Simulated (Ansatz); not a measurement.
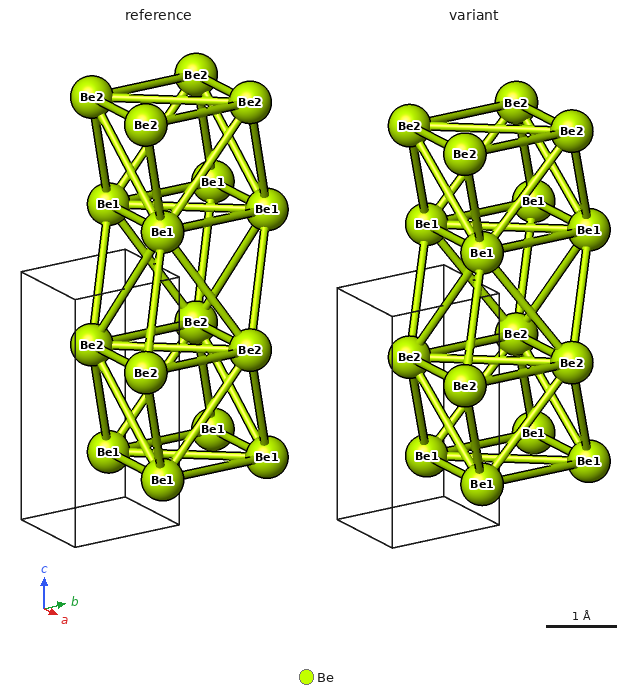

Left: a symmetric starting cell of Be. Right: the same structure after one change, at the same scale. A ball-and-stick model of the cell of the calculation, repeated 2 × 2 × 2 with one cell outlined, seen slightly off an axis.

Theory: DFT PBEsol, scalar-relativistic, plane waves, PAW in Ansatz. Set-up: plane-wave cutoff 420 eV; k-point mesh 21 × 21 × 12; occupations gaussian; smearing width 0.1 eV; no spin polarisation.

**What distinguishes the right structure from the left one?**

The cell is strained by −6.5 % along c and +2.5 % across it (volume −1.9 %), the atoms keeping their fractional coordinates. No relaxation follows. The starting cell wasn't computed here and needn't be at equilibrium, so pressure and forces aren't due to the change alone.

**What does the change do?**

The pressure is −1.7 GPa (not all of it need come from the change, since the unchanged cell can be under pressure at this level too). The principal stresses (compression positive) are 17.1 GPa along c and −11.0 GPa across it. All forces vanish by symmetry. Near-neighbour distances before and after: Be–Be 2.237 → 2.164 Å, Be–Be 2.300 → 2.356 Å. The space group stays P6_3/mmc (No. 194).
